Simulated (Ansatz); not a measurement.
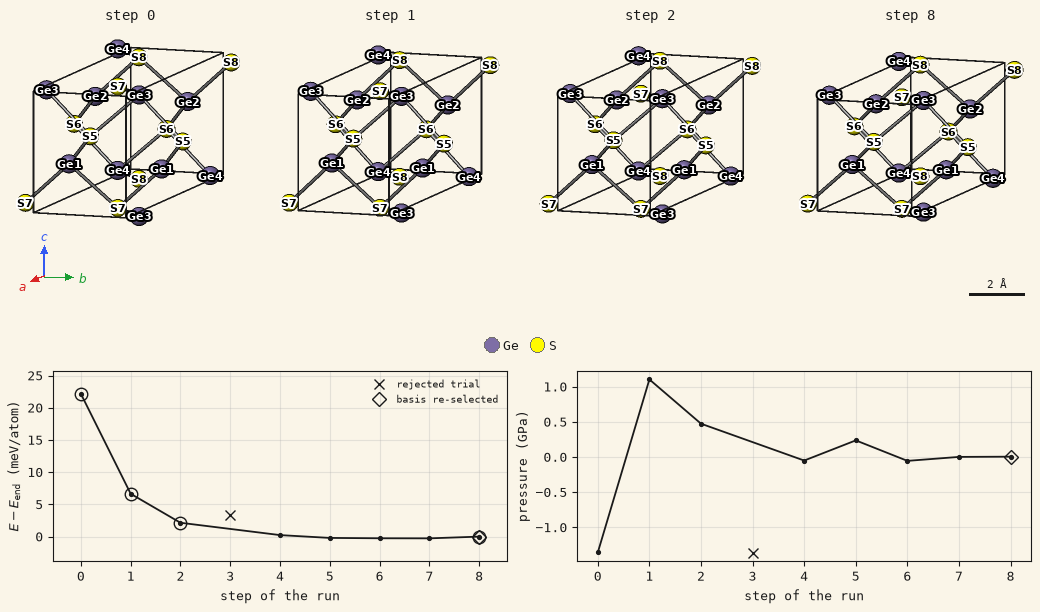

Frames of a relaxation of a crystal of GeS (built on the database structure type), marked on the history of the run. The picture is a ball-and-stick view of the cell of the calculation, seen slightly off an axis.

These are results of DFT, PBEsol, plane waves, PAW in Ansatz 0.2.0, not measurements.

The input:
```yaml
crystal:
  lattice:
    - [10.78075161, 0.0, 0.0]
    - [0.0, 3.60314037, 0.0]
    - [0.0, 0.0, 4.52312513]
  atoms:
    - { symbol: Ge, position: [0.87224634, 0.25, 0.36689105] }
    - { symbol: Ge, position: [0.12775366, 0.75, 0.63310895] }
    - { symbol: Ge, position: [0.62775366, 0.75, 0.86689105] }
    - { symbol: Ge, position: [0.37224634, 0.25, 0.13310895] }
    - { symbol: S, position: [0.65483072, 0.25, 0.51478817] }
    - { symbol: S, position: [0.34516928, 0.75, 0.48521183] }
    - { symbol: S, position: [0.84516928, 0.75, 0.01478817] }
    - { symbol: S, position: [0.15483072, 0.25, 0.98521183] }
kpoints:
  mp_grid: { grid: [2, 6, 6] }
hamiltonian:
  xc: pbesol
scf:
  occupations: { method: fermi_dirac, width: 0.03 }
relax:
  f_tol: 0.01
  cell: {}
  max_steps: 120
```

Command:
```bash
ansatz run input.yaml --threads 4 --pin off --max-ram 4608MiB --backend cpu --events-out ev --progress --plain --runs-dir out
```

Q: Describe the path.

A: The largest moves relative to the cell, 0.099 Å, are those of 8 atoms (Ge1, Ge2, Ge3, Ge4 and others). Ge4 goes along [1 0 −2]. Largest moves by element: Ge 0.099 Å, S 0.098 Å. The volume changes by −10.4 %, with a 10.781 → 10.341 Å (−4.1 %), b 3.603 → 3.666 Å (+1.7 %), c 4.523 → 4.155 Å (−8.1 %). Near-neighbour distances that change, for instance: Ge1–S7 2.422 → 2.448 Å. Among the angles between lasting bonds that change: Ge2–S6–Ge4 107.2° → 104.1°, S6–Ge2–S8 93.7° → 90.7°. The space group stays Pnma (No. 62). After 6 accepted moves (8 points after the start) the energy has fallen by 22.2 meV per atom. The largest force component goes from 0.13 to 0.00058 eV/Å. The pressure goes from −1.36 to 0.01 GPa. The line search rejected the trial step at point 3 of the run. At 1 point the geometry stayed and the basis and grid were re-selected for the new cell (energy shift of 0.3 meV per atom at most each time). From step 0 to 1: Ge atoms move most (0.10 Å), volume −10.4 %, energy −15.5 meV per atom. From step 1 to 2: Ge atoms move most (0.03 Å), volume +0.9 %, energy −4.5 meV per atom. From step 2 to 8: Ge atoms move most (0.06 Å), volume −0.8 %, energy −2.1 meV per atom.
